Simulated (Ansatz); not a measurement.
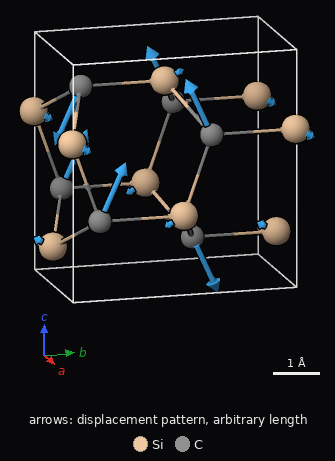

One vibrational mode of a crystal of SiC at the zone centre of a doubled cell. The blue arrows are the displacements of the atoms (eigenvector over the root of the mass), of arbitrary overall length and sign. Style: ball-and-stick. Shown: the cell of the calculation, slightly off an axis.

All numbers below come from Ansatz, DFT PBE, scalar-relativistic, plane waves, PAW. Set-up: plane-wave cutoff 420 eV; k-point mesh 10 × 6 × 6; occupations gaussian; smearing width 0.05 eV; no spin polarisation.

Frequencies are those without the non-analytic (LO–TO) term.

What mode is this, and where does it lie in the spectrum?

This is a non-degenerate mode at 823 cm⁻¹, level 17 of 18, counted from below (the three translations aside). Atoms of one kind move against one another, with no net shift of any sublattice; the kinetic energy is shared as C 90 %, Si 10 %. It changes sign from one half of the doubled cell to the other: it belongs to the zone boundary, q = (0, 1/2, 0) in the reciprocal vectors of the undoubled cell.
